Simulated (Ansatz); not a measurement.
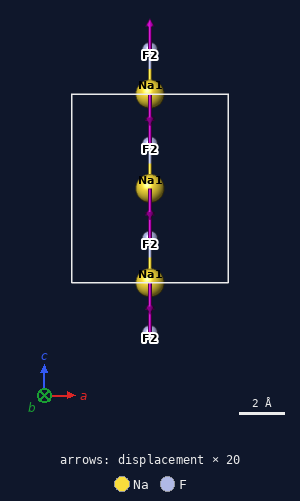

This is a relaxation of a wire of composition NaF. The starting structure is drawn; purple arrows show the displacements (the part carried along by the change of the cell is left out), 20 times their true length.

A ball-and-stick model of the 2 repeat of the cell, with the vacuum cut short, seen along the b axis.

Case: dimerised chain of atoms.

Computed with DFT PBE, scalar-relativistic, plane waves, PAW (Ansatz 0.2.0). Set-up: plane-wave cutoff 420 eV; k-point mesh 1 × 1 × 15; occupations gaussian; smearing width 0.05 eV; collinear spin; cell relaxed at fixed a, b, alpha, beta, gamma; force threshold 0.01 eV/Å; at most 45 steps.

Question: What happened in the run?

Answer: The largest moves relative to the layer's centre, 0.072 Å, are those of Na1 and F2. Largest moves by element: F 0.072 Å, Na 0.072 Å. Along the periodic axis the drawn cell goes c 8.459 → 8.253 Å (−2.4 %). Among the contacts that change: Na1–F2 2.263 → 2.064 Å, Na1–F2 (another image) 1.967 → 2.063 Å. Over 3 accepted moves (4 points after the start) the energy falls by 0.102 eV per cell of the calculation. Largest force component: 1.2 eV/Å at the start, 0.0024 eV/Å at the end. The SCF was repeated once at an unchanged geometry on a basis and grid sized afresh for the cell, which shifted the energy by 1.4 meV per cell of the calculation at most. The program noted that the starting moments weren't kept. The run took 23 s on 2 threads of Arm Neoverse V2, with other jobs on the host, peak memory 0.51 GiB.
